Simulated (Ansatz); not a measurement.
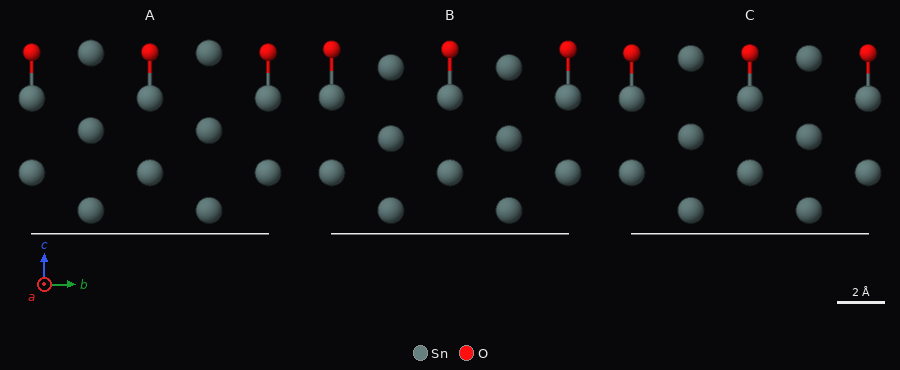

3 geometries from one constrained relaxation of a slab of composition Sn5O (cut from the I4/mmm phase), in shuffled order. Style: ball-and-stick. Shown: the 2 × 2 repeat of the cell, outlined in the plane, without the vacuum, along the a axis.

Case: O put over a Sn atom of a lower plane. The slab is the (1 0 0) face of Sn with O on it. 2 atoms are held fixed.

The calculation used DFT PBEsol, scalar-relativistic, plane waves, PAW in Ansatz 0.2.0. Settings: plane-wave cutoff 420 eV; k-point mesh 9 × 6 × 1; occupations gaussian; smearing width 0.1 eV; no spin polarisation; dipole correction; atoms relaxed in a fixed cell; force threshold 0.03 eV/Å; at most 70 steps.

Question: Put them in the order of the run, from the start to the converged end.

Answer: B, C, A. They are steps 0, 2, 4, at +0.430 eV per cell of the calculation, +54.6 meV per cell of the calculation relative to the last. Over 4 geometry steps the energy falls by 0.430 eV per cell of the calculation. Largest force component: 1.7 eV/Å at the start, 0.017 eV/Å at the end. The largest move is that of a Sn atom, 0.62 Å along the normal (+c). By element the largest moves are Sn 0.62 Å, O 0.12 Å. The cell doesn't change. Near-neighbour distances that change, for instance: O–Sn 2.053 → 1.975 Å.

Limits of the set-up: the periodic images lie only 3.2 Å apart, so the values are limited by the cell's size.
